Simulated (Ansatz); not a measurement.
The Ansatz input:

```
crystal:
  lattice:
    - [7.1747300941, 0.0, 0.0]
    - [0.0, 6.3274197438, 0.0]
    - [0.0, 0.0, 22.7432884619]
  atoms:
    - { symbol: O, position: [0.25, 0.5267463569, 0.351752123] }
    - { symbol: O, position: [0.75, 0.5267463569, 0.351752123] }
    - { symbol: O, position: [0.0, 0.9554113501, 0.3654114846] }
    - { symbol: O, position: [0.5, 0.9554113501, 0.3654114846] }
    - { symbol: Hf, position: [0.25, 0.8214384713, 0.3910648641] }
    - { symbol: Hf, position: [0.75, 0.8214384713, 0.3910648641] }
    - { symbol: Hf, position: [0.0, 0.3214384713, 0.3910648641] }
    - { symbol: Hf, position: [0.5, 0.3214384713, 0.3910648641] }
    - { symbol: O, position: [0.25, 0.1874655926, 0.4167182435] }
    - { symbol: O, position: [0.75, 0.1874655926, 0.4167182435] }
    - { symbol: O, position: [0.0, 0.6161305858, 0.4303776051] }
    - { symbol: O, position: [0.5, 0.6161305858, 0.4303776051] }
    - { symbol: O, position: [0.25, 0.8434514572, 0.4805164609] }
    - { symbol: O, position: [0.75, 0.8434514572, 0.4805164609] }
    - { symbol: O, position: [0.0, 0.2767261937, 0.4865781703] }
    - { symbol: O, position: [0.5, 0.2767261937, 0.4865781703] }
    - { symbol: Hf, position: [0.25, 0.1442603011, 0.514764389] }
    - { symbol: Hf, position: [0.75, 0.1442603011, 0.514764389] }
    - { symbol: Hf, position: [0.0, 0.6576223277, 0.5198942464] }
    - { symbol: Hf, position: [0.5, 0.6576223277, 0.5198942464] }
    - { symbol: O, position: [0.25, 0.4994792067, 0.5469170312] }
    - { symbol: O, position: [0.75, 0.4994792067, 0.5469170312] }
    - { symbol: O, position: [0.0, 0.9589341336, 0.5562196122] }
    - { symbol: O, position: [0.5, 0.9589341336, 0.5562196122] }
    - { symbol: O, position: [0.5, 0.9589341336, 0.647235474], spin: 2.0 }
basis:
  ecutwfc: 420
kpoints:
  mp_grid: { grid: [2, 3, 1] }
hamiltonian:
  xc: pbe
  dispersion: d3bj
scf:
  occupations: { method: gaussian, width: 0.05 }
output:
  forces: true
  eigenvalues: true
  populations: true
  write_density: true
  write_potential: true
  elf: true
  volumetric_format: npy
magnetization:
  spin_polarized: true
relax:
  adjacent_minimum: "off"
  f_tol: 0.04
  max_steps: 100
  constraints: [{ sites: [0, 1, 2, 3, 4, 5, 6, 7, 8, 9, 10, 11] }]
efield:
  axis: 3
  dipole_correction: true
  ramp_width: 0.04
```

Launched with:
```bash
ansatz run input.yaml --threads 8 --pin off --max-ram 20480MiB --backend cpu --events-out ev --progress --plain --runs-dir out
```

What does the potential across the slab give for the band edges against vacuum?

From the vacuum level at the right face the ionisation potential is 7.05 eV and the electron affinity 6.66 eV; at the left face they are 6.29 and 5.90 eV. The slab's gap, their difference before rounding, is 0.39 eV. The vacuum level is 0.76 eV higher at the right than at the left, so the slab carries a dipole along its normal; the ramp in the vacuum, at or near the edge of the plot, is the dipole correction that keeps each side flat. Some atoms were held fixed in the relaxation, which can itself make the faces differ. The outermost atoms are 6.0 Å apart, which leaves 16.7 Å of vacuum in a cell 22.7 Å high.

Spin-orbit coupling is left out, which matters for Hf.

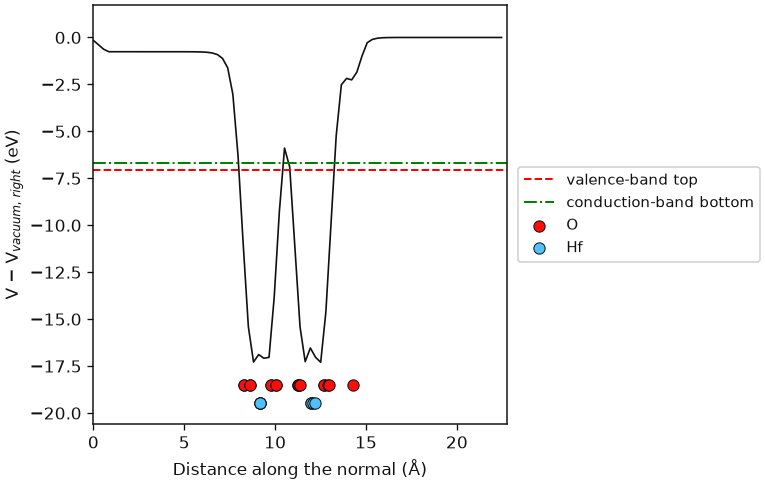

Plane-averaged electrostatic potential energy of an electron across the slab; circles at the bottom mark the heights of the atoms (positions after relaxation).
